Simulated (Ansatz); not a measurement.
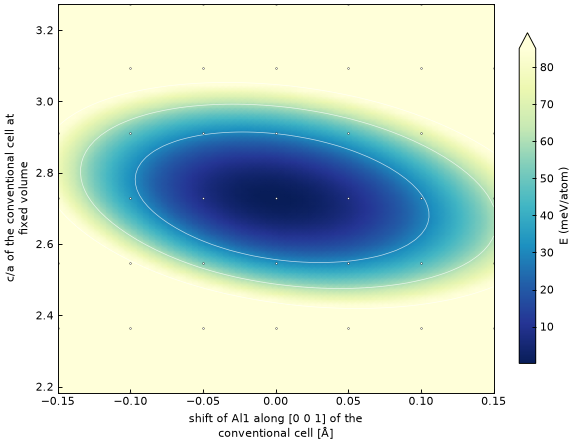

Al₂O₃ (R-3c, No. 167; 10 atoms in the cell). 
- The energy is mapped over a free internal coordinate and the cell.
- First axis: shift of Al1 along [0 0 1] of the conventional cell, Cartesian (0 0 1), its symmetry partners moved as symmetry demands (measured in the relaxed cell). Second axis: c/a of the conventional cell at fixed volume.
- Nothing is relaxed (all other coordinates fixed).
- Grid: 7 × 7 points.
- Points are written as (first, second).
- Energies: meV/atom, counted from the lowest grid point.
- All numbers below come from DFT PBE, scalar-relativistic, plane waves, PAW in Ansatz. Settings: cutoff 520 eV, k-mesh 6×6×6, gaussian smearing 0.05 eV, no spin polarisation.

Drawn: a smooth colour map with a few white contour lines, dots at the grid points, one colour for all values above the top of the scale. Between grid points the surface is interpolated.

Q: Estimate the position of the minimum and the force constants in these coordinates.

A: The interpolated minimum is at the first coordinate ≈ 0.000 Å, the second coordinate ≈ 2.729. The curvatures there are about 63 eV/Å² and 19 eV, with a cross term of about 9.2 eV/Å (per cell of 10 atoms). Round the minimum the valley is somewhat tilted: raising the first coordinate shifts the best value of the second coordinate downwards (coupling k₁₂/√(k₁₁k₂₂) about 0.3).

PAW datasets: the set soft_1.
